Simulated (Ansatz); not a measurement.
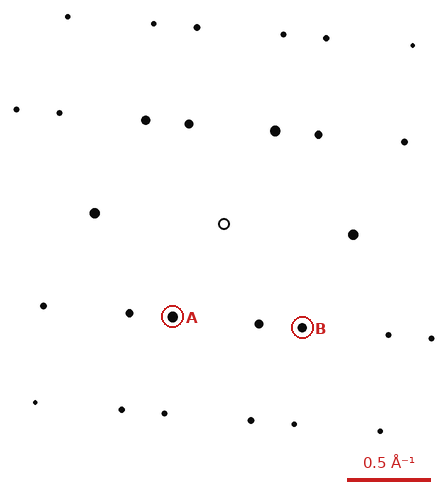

Kinematic zone-axis pattern, calculated for 200 keV electrons with B = 0.5 Å². Two individuals of a reflection twin are superposed (a geometric construction: whether this twin forms is not tested; the second individual is smaller and so fainter). Crystal: Mo, space group Im-3m (No. 229), a = 3.130 Å, zone axis [210]. Structure: coordinates from a relaxation with DFT PBEsol, scalar-relativistic, plane waves, PAW (Ansatz); the starting structure was generated, so it need not be a known form of this composition.

In the first individual spot A is 0 0 -2 and spot B is -1 2 -1.

**Find the twin plane.**

(1-2-1). The spot positions of the combined pattern are mirror-symmetric about the row through 1 -2 -1 (d = 1.278 Å), which both individuals share, while a single individual has only symmetry 2mm without that mirror line. Friedel's law adds the mirror line at right angles, so a twin on (1-25) would give the same picture; the more widely spaced plane was used.

**Which other reflections coincide?**

Within the frame only the reflections of the common row coincide.
